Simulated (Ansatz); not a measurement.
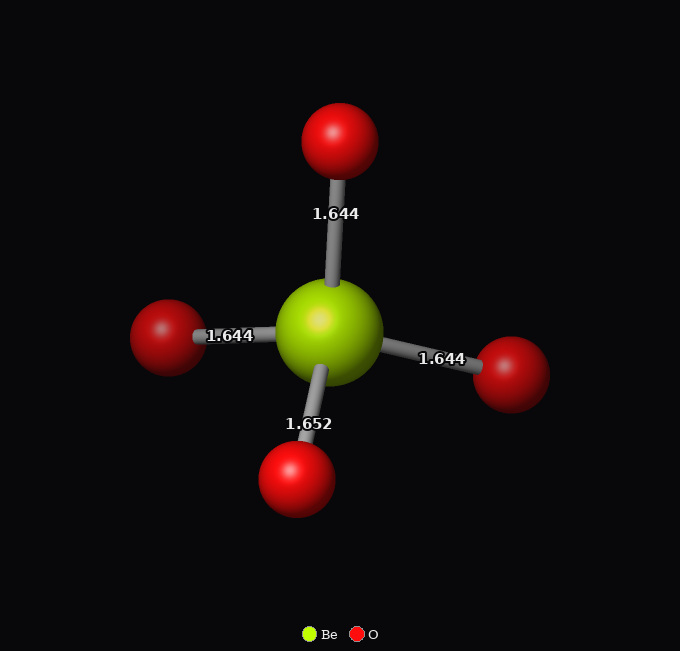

The surroundings of site Be1 (at 0.333, 0.667, 0.499) in BeO in space group P6_3mc, with bond lengths in Å.

The cell is taken from the geometry relaxed with Ansatz 0.2.0, DFT PBEsol, scalar-relativistic, plane waves, PAW.

```
Be O
1.0
     2.69285    0.00000    0.00000
    -1.34642    2.33207    0.00000
     0.00000    0.00000    4.37285
Be O
2 2
Direct
  0.33333 0.66667 0.49863
  0.66667 0.33333 0.99863
  0.33333 0.66667 0.87637
  0.66667 0.33333 0.37637
```

Bond valence s = exp((R0 − d)/b), R0 fitted to published crystal structures with b = 0.37 Å; R0 in Å: Be2+–O 1.367.

Calculate the bond-valence sum of Be1 from the bonds drawn.

Answer. 3 × 0.473 + 1 × 0.463 = 1.88 v.u., against a formal valence of 2: underbonded (bonds long for this ion) by 0.12.

And over the whole structure?

Answer.
```csv
site,"x, y, z",formal valence,bond-valence sum,difference
Be1,"0.333, 0.667, 0.499",+2,1.99,-0.01
O1,"0.333, 0.667, 0.876",−2,1.99,-0.01
```

These sums include all anions within 5 Å. The global instability index (root mean square of the differences over all atoms) is 0.01 v.u.: little strain.
